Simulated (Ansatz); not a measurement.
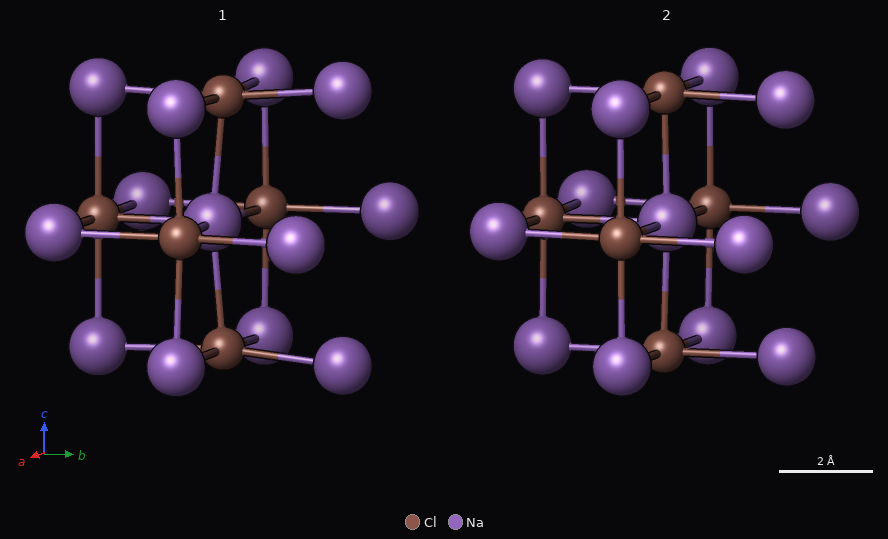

Two geometries of a defect cell of composition Cl₃₁Na₃₂ (cell charge +1), drawn at one scale. One is the start of a relaxation, the other its converged end. Style: ball-and-stick. Shown: the atoms within 4.2 Å of the atom that moves most (axes of the cell of the calculation (origin shifted)), slightly off an axis.

All numbers below come from Ansatz 0.2.0, DFT, PBEsol, PAW, plane waves. (plane-wave cutoff 420 eV; k-point mesh 1 × 1 × 1; mesh shifted by (0.25, 0.25, 0.25); no spin polarisation; atoms relaxed in a fixed cell; force threshold 0.03 eV/Å; at most 80 steps)

### Which one is relaxed?

Structure 1 is the relaxed one. The energy falls by 0.734 eV per cell of the calculation in 2 geometry steps. Largest force component: 0.72 eV/Å at the start, 0.004 eV/Å at the end. A Na atom moves most: 0.24 Å along −b. Largest moves by element: Na 0.24 Å, Cl 0.13 Å. The lattice vectors keep their values. Some distances before and after: Cl–Na 2.824 → 2.612 Å, Cl–Na 2.826 → 2.752 Å, Cl–Na 2.795 → 2.860 Å, Cl–Na 2.798 → 2.751 Å. Bond angles that change, for instance: Cl–Na–Cl 178.6° → 169.7°, Cl–Na–Cl 177.1° → 169.8°, Cl–Na–Cl 88.3° → 95.1°.

Limits of the set-up: the cell is charged, on a uniform background, and energies carry no finite-size correction.
